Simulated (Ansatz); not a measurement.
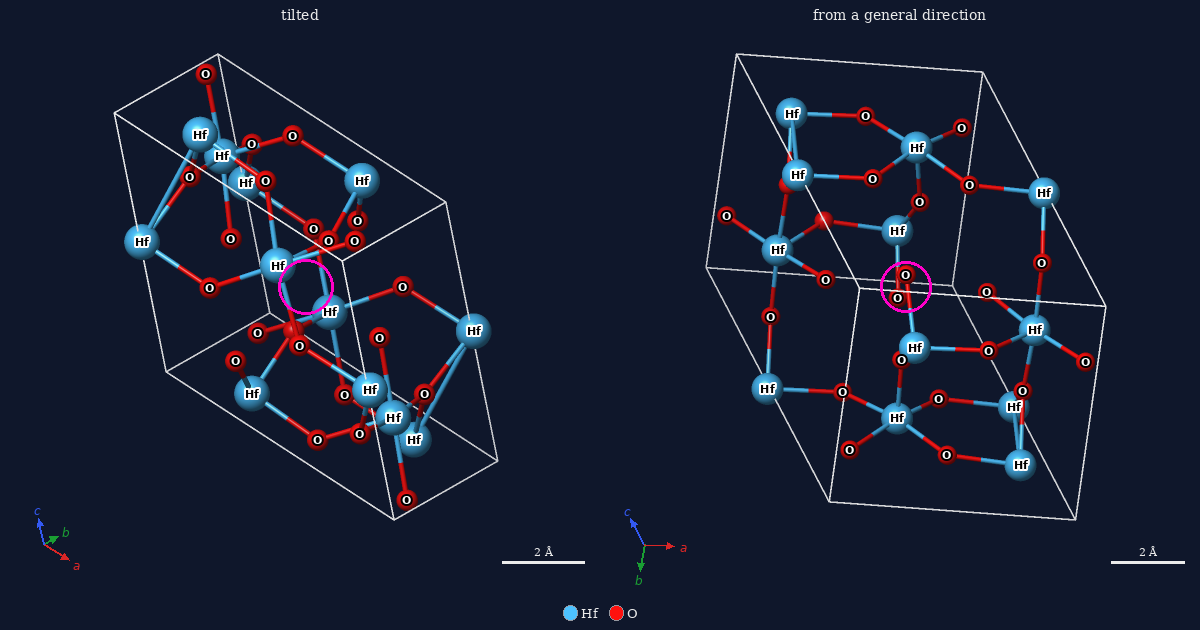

The figure gives a ball-and-stick picture of the atoms, viewed slightly off an axis and from a general direction. The lines enclose the supercell; boundary atoms appear with their images. The host is HfO2, in a cell of 24 sites, and the cell is neutral. A ring marks the defect's site.

> Identify the point defect.

A hafnium vacancy. Around the empty site lie four O at about 2.1 to 2.3 Å.

Run with Ansatz, DFT PBEsol, scalar-relativistic, plane waves, PAW and these settings: plane waves up to 420 eV, Brillouin-zone sampling on a 2×2×2 mesh, Gaussian smearing of 0.01 eV, collinear spins.

> Does the calculation give a net moment?

Yes, 4.0 μB in the cell.

The atoms were relaxed in the host's cell with DFT PBEsol, scalar-relativistic, plane waves, PAW (Ansatz).
